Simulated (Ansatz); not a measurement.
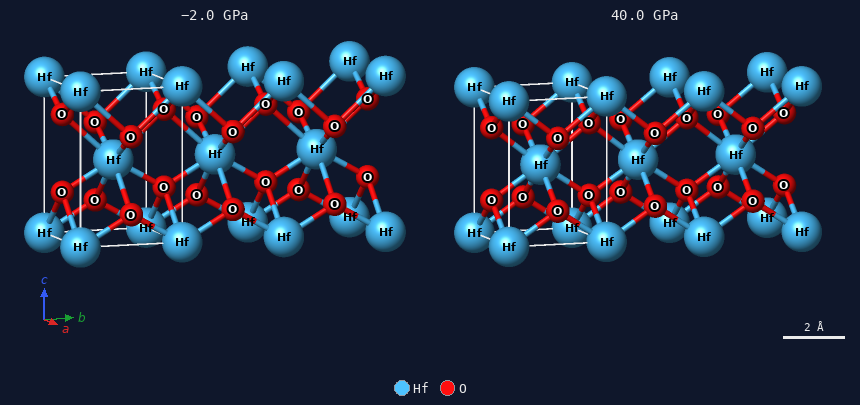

Solid HfO₂ (set up in P4_2/nmc), relaxed (cell and atoms) at several target pressures. The picture shows the first and the last member. The picture is a ball-and-stick view of the cell of the calculation, repeated 1 × 3 × 1 with one cell outlined, seen slightly off an axis.

Computed with Ansatz 0.2.0: DFT r2SCAN, scalar-relativistic, plane waves, PAW. Settings: plane-wave cutoff 500 eV; k-point mesh 6 × 6 × 6 at −2.0 to 20.0, 8 × 8 × 6 at 40.0 GPa; occupations gaussian; smearing width 0.02 eV; no spin polarisation; cell and atoms relaxed; force threshold 0.008 eV/Å.

```tsv
pressure (GPa)	volume (Å³/atom)	a (Å)	c (Å)	band gap (eV)
−2.0	11.213	3.586	5.232	5.27
0.0	11.094	3.577	5.203	5.26
2.0	?	?	?	?
5.0	10.829	3.555	5.141	5.23
10.0	10.602	3.535	5.090	5.18
20.0	10.220	3.500	5.006	5.11
40.0	9.638	3.441	4.884	4.92
```

**Fill in the missing row.**

Murnaghan's form V = V₀(1 + B′P/B₀)^(−1/B′), with V₀ = 11.094 Å³ from the row at zero pressure, fits the other rows with B₀ = 197 GPa and B′ = 4.97 (largest miss 0.003 Å³). At 2.0 GPa it gives 11.094 × (1 + 4.97 × 2.0/197)^(−1/4.97) = 10.985 Å³ per atom. The calculation gives 10.982 Å³/atom (a = 3.568 Å, c = 5.176 Å). The estimate is 0.003 Å³/atom too high. For the gap a parabola through the rows −2.0, 0.0, 5.0 gives 5.25 eV, and the calculation 5.26 eV (semilocal gaps, lower than measured ones as a rule). From the first member to the last: Hf–O 2.405 → 2.172 Å, Hf–Hf 3.643 → 3.447 Å, Hf–Hf 3.586 → 3.441 Å.

The whole series:

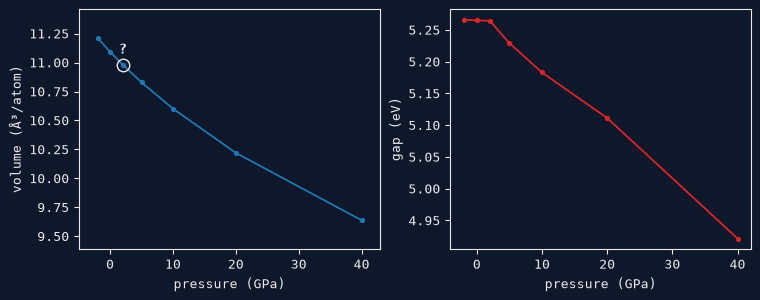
